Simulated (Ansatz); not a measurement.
System: CdSe.

Input

```
crystal:
  lattice:
    - [-0.3408256141, 3.4082561409, 3.0984146735]
    - [3.0984146735, -0.3408256141, 3.0984146735]
    - [2.7575890594, 3.0674305268, 0.0]
  atoms:
    - { symbol: Cd, position: [0.0, 0.0, 0.0] }
    - { symbol: Se, position: [0.75, 0.75, 0.75] }
basis:
  ecutwfc: 420
kpoints:
  mp_grid: { grid: [10, 10, 10] }
hamiltonian:
  xc: pbe
scf:
  occupations: { method: gaussian, width: 0.05 }
output:
  forces: true
  stress: true
  eigenvalues: true
  write_density: true
  write_potential: true
  elf: true
  volumetric_format: npy
```

Run with:

```sh
ansatz run input.yaml --threads 1 --pin off --max-ram 2048MiB --backend cpu --events-out ev --progress --plain --runs-dir out
```

Below, planes, directions and counts refer to the conventional cell (a = 6.23 Å, b = 6.20 Å, c = 4.12 Å, α = 90.00°, β = 125.68°, γ = 90.00°).

Space group C2; a structure from a database of computed crystals, not necessarily the ambient phase; changed on purpose from its base cell (engineering shear strain xz -0.2200, normal strain along z +0.1000); not relaxed (largest force 0.6 eV/Å).

Method: Ansatz, DFT PBE, scalar-relativistic, plane waves, PAW.

**Predict the valence pseudo-density and electron localisation function between the atoms.**

Cd–Se (2.98 Å): ρ is about 0.21 e/Å³ halfway; the ELF is about 0.35 at the midpoint and 0.15 at its lowest between the atoms.

**Metal or insulator at this level of theory?**

It is gapped, with a Kohn–Sham gap of 0.36 eV on the k-point mesh (the band edges may lie off the mesh, which would make the gap smaller).

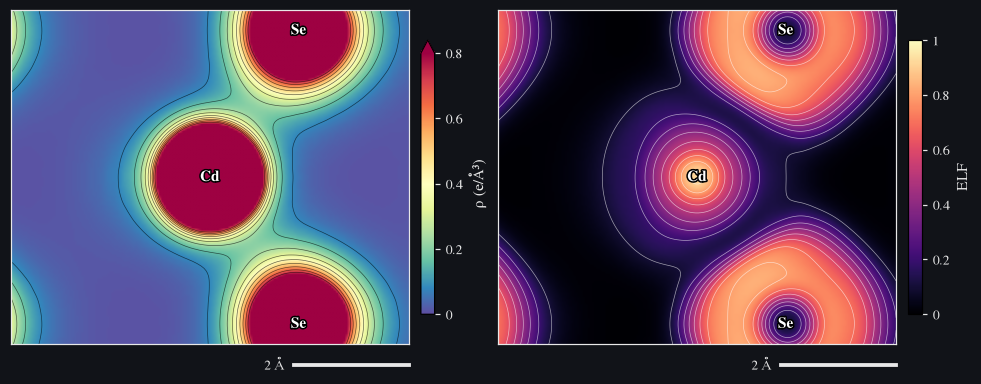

Computed valence pseudo-density and electron localisation function on the (101̄) plane of the conventional cell, in this order. 

In a PAW calculation such maps are meaningful between the atoms, not at the nuclei.
